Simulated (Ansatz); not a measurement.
## TaN: band-structure calculation

The run: band-structure calculation of TaN (P6₃mc, 4 atoms in the cell). Method and program: DFT, PBEsol, all-electron LAPW, scalar-relativistic, no spin polarisation (Ansatz 0.2.0).

The structure derives from an entry of the Crystallography Open Database. Its volume is 1.02 times that of the source entry. It belongs to a series of runs on one base structure; here: volume scaled by 1.02. Figures and captions count atoms from 1; the log counts them from 0 in places.

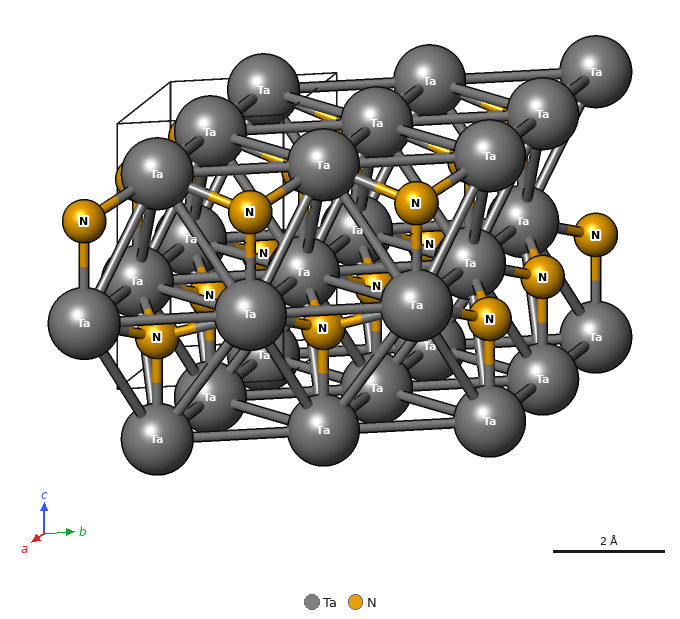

Fig. 1: The structure (ball-and-stick view of the cell of the calculation, repeated 3 × 3 × 1, seen slightly off an axis). An atom can appear more than once, as a periodic image.

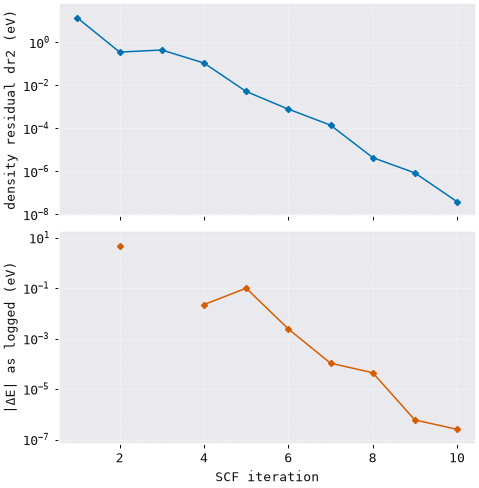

Fig. 2: Convergence of the self-consistent field: density residual dr2 and size of the energy change against the SCF iteration. The residual falls almost steadily, with no more than small rises.

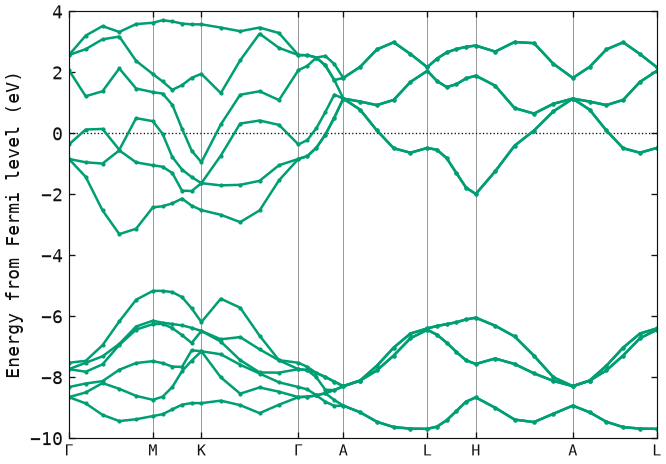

Fig. 3: Band structure along Γ–M–K–Γ–A–L–H–A–L, with energies from the Fermi level. Bands cross the Fermi level: a metal at this level of theory.

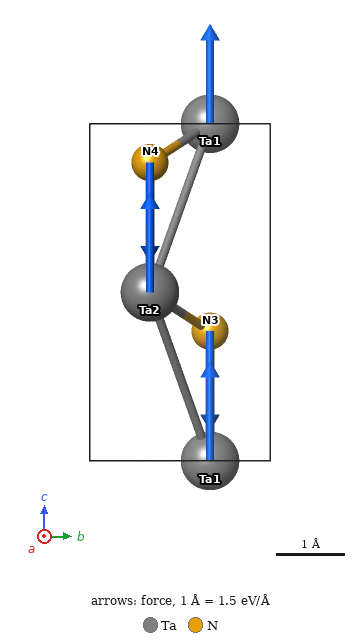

Fig. 4: Forces on the atoms as blue arrows (ball-and-stick view of the cell of the calculation, along the a axis; atoms are numbered from 1 in the order of the input). The largest act on Ta1, Ta2 (2.21 eV/Å); N3, N4 (2.21 eV/Å). The geometry is not a stationary point of this energy.

The input that produced these results follows, with the program's output.

## Input
```yaml
crystal:
  lattice:
    - [3.0702003619, 0.0, 0.0]
    - [-1.535100181, 2.6588715082, 0.0]
    - [0.0, 0.0, 4.9727161852]
  atoms:
    - { symbol: Ta, position: [0.3333333333, 0.6666666667, 0.0] }
    - { symbol: Ta, position: [0.6666666667, 0.3333333333, 0.5] }
    - { symbol: "N", position: [0.3333333333, 0.6666666667, 0.385] }
    - { symbol: "N", position: [0.6666666667, 0.3333333333, 0.885] }
kpoints:
  mp_grid: { grid: [9, 9, 5] }
  band_path:
    path:
      - [0.0, 0.0, 0.0]
      - [0.5, 0.0, 0.0]
      - [0.3333333333, 0.3333333333, 0.0]
      - [0.0, 0.0, 0.0]
      - [0.0, 0.0, 0.5]
      - [0.5, 0.0, 0.5]
      - [0.3333333333, 0.3333333333, 0.5]
      - [0.0, 0.0, 0.5]
      - [0.5, 0.0, 0.5]
    npoints: 5
scf:
  occupations: { method: fermi_dirac, width: 0.01 }
hamiltonian:
  xc: pbesol
  pseudopotentials: { kind: all_electron, lapw: { basis_error: 0.001 } }
output:
  forces: true
  stress: true
  eigenvalues: true
```

Run as:
```bash
ansatz run input.yaml --threads 1 --pin off --max-ram 6144MiB --backend cpu --events-out ev --progress --plain --runs-dir out
```

## The program's output
```
LAPW: plane waves up to 11.691 Å⁻¹, error target 1.0e-3 eV per atom; small_component_spin mean_spin; N in spheres of 0.765 Å, 7 of its electrons in bands, Dirac shells []; Ta in spheres of 1.097 Å, 45 of its electrons in bands, Dirac shells [] (how accurate: hamiltonian.pseudopotentials.lapw.basis_error, Limitations)
Engine: ansatz 0.2.0, x86_64-unknown-linux-gnu
Pseudopotentials: kind: all_electron
Pseudopotential: Ta, LAPW, valence charge 45, lapw/all_electron/scalar/gaussian/Ta, Koelling and Harmon's equation, gaussian nucleus
Pseudopotential: N, LAPW, valence charge 7, lapw/all_electron/scalar/gaussian/N, Koelling and Harmon's equation, gaussian nucleus
Functional definition: PBEsol
  exchange = pbesol_x
  correlation = pbesol_c
Crystal: 4 atoms, lattice volume = 40.594 Å³
Basis set: ecut = 520.7025951577237 eV, 1099 PW (Γ), exchange–correlation at level 2
Bands: 63, of which v1, the nominal top of the filled ones, is band 52 counted from 1 (51 counted from 0)
Symmetry: 12 space group operations
Space group: P63mc (ITA 186), of the structure as read, at distance tolerance 3.4e-5 Å
k-points: 36 of 405 (time reversal used)
Non-local potential: Ta, projectors of the file, none
Non-local potential: N, projectors of the file, none
Initial density: superposition of atomic densities (chi_scale 0.1, normalization cell, long waves kept (reshape's long-wave potential 0.00 eV rms))
Initial wavefunctions: plane waves of lowest kinetic energy (no species holds an atomic orbital)
Functional: x = pbesol(κ = 0.804, μ = 0.12345679012345678), c = pbesol(β = 0.046)
iter 1 solved again at ethr=1.30e-2 eV; its pass at ethr=1.00e-1 eV (dr2=1.35e1 eV) is discarded
SCF iter   1: F=—  HF=-851860.430666 eV  |F-HF|=—  |Δ(HF+E_count)|=         —  Δρ=1.75e-1  dr2=1.35e1  ethr=1.30e-2  ⟨swp⟩=2.0  Hψ=14388  notcnv=0
preconditioner: auto → Resta (q_TF=auto, 3.191 Å⁻¹)  ε∞=4.4  [insulator: Δε(μ)=0.161 eV  Ē_g=24.632 eV  σ=0.010 eV  W_gap=0.73  n_scr=22 (ndim 8)  ℏωp=45.1 eV  f_vac=0.000  D(μ)=2.78/eV (n_scr^D=34)  ε∞_Penn≈4.4]
iter 2 solved again at ethr=3.38e-4 eV; its pass at ethr=1.30e-2 eV (dr2=3.51e-1 eV) is discarded
SCF iter   2: F=—  HF=-851855.568821 eV  |F-HF|=—  |Δ(HF+E_count)|=    4.86e0  Δρ=3.29e-2  dr2=3.52e-1  ethr=3.38e-4  ⟨swp⟩=2.0  Hψ=11587  notcnv=0
preconditioner: auto → Kerker (q_TF=auto, 3.191 Å⁻¹)  [metal: Δε(μ)=0.018 eV  Ē_g=25.364 eV  σ=0.010 eV  W_gap=0.40  n_scr=22 (ndim 8)  ℏωp=45.1 eV  f_vac=0.000  D(μ)=5.61/eV (n_scr^D=96)]
SCF iter   3: F=—  HF=-851855.470817 eV  |F-HF|=—  |Δ(HF+E_count)|=         —  Δρ=3.03e-2  dr2=4.40e-1  ethr=3.38e-4  ⟨swp⟩=3.0  Hψ=7137  notcnv=0
the basis was enlarged: its passes take 658.6 KiB over the memory plan, 1 of 1 planned eigensolver slots
SCF iter   4: F=—  HF=-851855.448462 eV  |F-HF|=—  |Δ(HF+E_count)|=   2.24e-2  Δρ=1.47e-2  dr2=1.09e-1  ethr=3.38e-4  ⟨swp⟩=3.0  Hψ=6596  notcnv=0
SCF iter   5: F=—  HF=-851855.348796 eV  |F-HF|=—  |Δ(HF+E_count)|=   9.97e-2  Δρ=3.85e-3  dr2=5.20e-3  ethr=1.05e-4  ⟨swp⟩=3.0  Hψ=7201  notcnv=0
SCF iter   6: F=—  HF=-851855.346380 eV  |F-HF|=—  |Δ(HF+E_count)|=   2.42e-3  Δρ=1.33e-3  dr2=7.84e-4  ethr=5.00e-6  ⟨swp⟩=2.0  Hψ=6558  notcnv=0
SCF iter   7: F=—  HF=-851855.346274 eV  |F-HF|=—  |Δ(HF+E_count)|=   1.06e-4  Δρ=5.43e-4  dr2=1.42e-4  ethr=7.54e-7  ⟨swp⟩=2.0  Hψ=6308  notcnv=0
SCF iter   8: F=—  HF=-851855.346229 eV  |F-HF|=—  |Δ(HF+E_count)|=   4.45e-5  Δρ=1.08e-4  dr2=4.39e-6  ethr=1.37e-7  ⟨swp⟩=3.0  Hψ=6592  notcnv=0
SCF iter   9: F=—  HF=-851855.346229 eV  |F-HF|=—  |Δ(HF+E_count)|=   5.97e-7  Δρ=4.33e-5  dr2=8.53e-7  ethr=4.22e-9  ⟨swp⟩=2.0  Hψ=6168  notcnv=0
SCF iter  10: F=-851855.346228 eV  HF=-851855.346228 eV  |F-HF|=4.71e-8  |Δ(HF+E_count)|=   2.54e-7  Δρ=1.04e-5  dr2=3.92e-8  ethr=8.20e-10  ⟨swp⟩=3.0  Hψ=6417  notcnv=0
SCF 1 converged in 10 iterations: F = -851855.346228 eV  dr2 = 3.92e-8
NSCF: frozen V_eff on 41 k-points
SCF converged after 10 iterations
Free energy (F): -851855.346228 eV
Harris-Foulkes:  -851855.346228 eV  (|F-HF|=4.71e-8)
Internal energy: -851855.345102 eV  (E = F + TS)
E sigma→0 (E₀):  -851855.345665 eV
Entropy (-TS):   -0.001126 eV (-0.282 meV/atom)
Fermi energy:    27.605242 eV
--- Per-component energies (eV) ---
  E_band       = -11271.826369
  E_kinetic    = 950550.291684
  E_xc         = -17373.508794
  E_electrostatic = -1785032.127992  (all electrons and nuclei)
  E_smearing   = -0.001126  (= −TS)
  E_closure    = 0.000000  (closes the sum)
  E_atoms      = -851817.803311  (free atoms, spherical and without spin; not in F)
  Σ components = -851855.346228   (vs F -851855.346228, Δ=0.00e0)
  Basis errors (estimates in eV, not in F): energy 4.6e-4 per atom: plane waves 4.2e-4 (2.5e-4 summed), levels above the bands 0.0e0, relativity 3.2e-8, radial functions 4.3e-5, core shells 1.6e-10; eigenvalues (radial functions only) 1.3e-6; not estimated: angular momenta, meshes, grids; target (lapw.basis_error) 1.0e-3; muffin-tin radii N 0.765 Å, Ta 1.097 Å
--- Forces (eV/Å), atoms counted from 1 ---
  atom   1  Ta    -0.00000000     0.00000000     2.21432221
  atom   2  Ta    -0.00000000    -0.00000000     2.21432221
  atom   3  N      0.00000000     0.00000000    -2.21424525
  atom   4  N      0.00000000    -0.00000000    -2.21424525
  max |Σ_I F_I| component: 1.54e-4 eV/Å
--- Stress (GPa, compression-positive) ---
      117.750740       0.000000      -0.000000
        0.000000     117.750740       0.000000
       -0.000000       0.000000      95.674515
  P = ⅓ Tr σ = 110.3920 GPa (1103.920 kbar)
--- Band table (eV; the first three rows and the last of 36) ---
  k-point 0: bands = ["-506.7534", "-506.7534", "-367.4436", "-367.4436", "-367.4386", "-367.4386", "-367.4386", "-367.4386", "-348.8252", "-348.8252", "-189.2229", "-189.2229", "-189.2229", "-189.2229", "-189.2158", "-189.2158", "-189.2092", "-189.2092", "-189.2092", "-189.2092", "-40.8167", "-40.7307", "-8.4782", "-7.4599", "-7.4599", "-7.2815", "-7.2815", "-7.2172", "7.0413", "7.4000", "7.5985", "7.6290", "7.6290", "7.6305", "7.6305", "7.6508", "7.6545", "7.6545", "7.6835", "7.6835", "7.6993", "7.7016", "9.0646", "10.3142", "18.9520", "18.9520", "19.2824", "19.8695", "19.8695", "20.0792", "26.7648", "26.7648", "27.2407", "29.6778", "30.1732", "30.1732", "32.0709", "33.0746", "34.0898", "34.0898", "37.7836", "37.7836", "37.8600"]
  k-point 1: bands = ["-506.7534", "-506.7534", "-367.4436", "-367.4436", "-367.4386", "-367.4386", "-367.4386", "-367.4386", "-348.8252", "-348.8252", "-189.2229", "-189.2229", "-189.2229", "-189.2229", "-189.2158", "-189.2158", "-189.2092", "-189.2092", "-189.2092", "-189.2092", "-40.8085", "-40.7390", "-8.3693", "-7.4431", "-7.4431", "-7.3514", "-7.2987", "-7.2987", "7.1087", "7.3831", "7.6033", "7.6240", "7.6240", "7.6250", "7.6250", "7.6458", "7.6639", "7.6639", "7.6852", "7.6852", "7.6995", "7.7014", "9.2327", "10.2715", "19.0070", "19.0070", "19.0150", "19.6009", "19.7444", "19.7444", "27.1312", "27.1312", "27.7735", "30.0872", "30.0924", "30.0924", "32.5308", "33.1429", "33.9064", "33.9064", "37.1475", "37.1475", "38.1519"]
  k-point 2: bands = ["-506.7534", "-506.7534", "-367.4436", "-367.4436", "-367.4386", "-367.4386", "-367.4386", "-367.4386", "-348.8252", "-348.8252", "-189.2229", "-189.2229", "-189.2229", "-189.2229", "-189.2158", "-189.2158", "-189.2092", "-189.2092", "-189.2092", "-189.2092", "-40.7871", "-40.7606", "-8.0744", "-7.6869", "-7.3988", "-7.3988", "-7.3437", "-7.3437", "7.2346", "7.3303", "7.6163", "7.6179", "7.6179", "7.6189", "7.6189", "7.6325", "7.6774", "7.6774", "7.6849", "7.6849", "7.7001", "7.7008", "9.6555", "10.0698", "18.6647", "18.8574", "19.1811", "19.1811", "19.4599", "19.4599", "28.1194", "28.1194", "28.8764", "29.3537", "29.3537", "29.8794", "33.6887", "34.0348", "34.3388", "34.3388", "35.7018", "35.7018", "38.4341"]
  k-point 35: bands = ["-506.7534", "-506.7534", "-367.4436", "-367.4436", "-367.4386", "-367.4386", "-367.4386", "-367.4386", "-348.8252", "-348.8252", "-189.2229", "-189.2229", "-189.2229", "-189.2229", "-189.2158", "-189.2158", "-189.2092", "-189.2092", "-189.2092", "-189.2092", "-40.7123", "-40.7123", "-8.3989", "-8.3989", "-7.9855", "-7.8795", "-7.4964", "-7.4964", "7.5387", "7.5387", "7.6162", "7.6162", "7.6386", "7.6386", "7.6401", "7.6450", "7.6588", "7.6588", "7.6631", "7.6641", "7.6641", "7.6655", "11.2052", "11.2052", "19.0403", "19.0403", "19.6295", "20.4585", "21.5483", "21.5483", "25.3989", "25.8767", "28.9240", "28.9240", "30.2316", "30.7196", "32.4418", "32.4418", "34.9752", "34.9752", "39.2820", "39.2820", "40.4526"]
```

## Summary

```tsv
quantity	value
outcome	converged
space group (tolerance 0.01 Å)	P6₃mc (186)
electrons in bands (core shells apart)	104
free energy	−851855.3462 eV
Fermi energy	27.605 eV
pressure	110.39 GPa
electronic character	metal
largest force (length of the vector)	2.214 eV/Å
hardware	1 thread of Intel Xeon (Granite Rapids), 64 GiB of memory available, shared host
wall time	59 s
peak memory	0.58 GiB
```

Spin–orbit coupling is left out, which matters for Ta. The cell is under a pressure of 110 GPa at this level, so it is not at its equilibrium volume.
